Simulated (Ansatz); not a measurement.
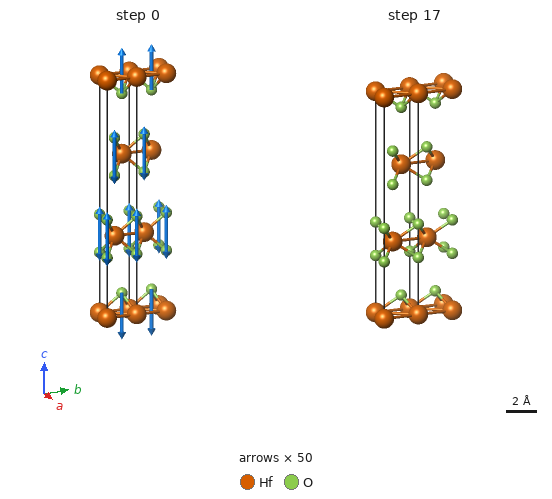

The structure of a crystal of HfO₂ (built on the MoS2-160 type type) before (left) and after (right) a relaxation, at one scale. The blue arrows give the displacements (the part carried along by the change of the cell is left out), 50 times their true length.

A ball-and-stick model of the conventional cell (3 times the calculation's cell), repeated 1 × 2 × 1 with one cell outlined, seen slightly off an axis. Lengths and directions refer to the drawn axes.

All numbers below come from DFT, PBEsol, plane waves, PAW in Ansatz. (plane-wave cutoff 420 eV; k-point mesh 10 × 10 × 10; occupations fermi dirac; smearing width 0.03 eV; no spin polarisation; cell and atoms relaxed; force threshold 0.01 eV/Å; at most 120 steps)

> Summarise the run.

The atom that moves furthest relative to the cell is an O atom (0.064 Å along −c). By element the largest moves are O 0.064 Å, Hf 0.001 Å. Cell: a = b 2.685 → 3.087 Å (+15.0 %), c 16.398 → 15.283 Å (−6.8 %). Volume +23.2 %. Near-neighbour distances that change, for instance: Hf–Hf 2.685 → 3.087 Å, Hf–O 2.029 → 2.125 Å. Bond angles that change, for instance: Hf–O–Hf 82.9° → 93.3°. The space group stays R3m (No. 160). After 13 accepted moves (17 points after the start) the energy has fallen by 2.733 eV per cell of the calculation. The largest force component goes from 1.1 to 0.00029 eV/Å. Pressure: 53.51 GPa at the start and 0.01 GPa at the end. At 4 points the geometry stayed and the basis and grid were re-selected for the new cell (energy shift of 0.156 eV per cell of the calculation at most each time).
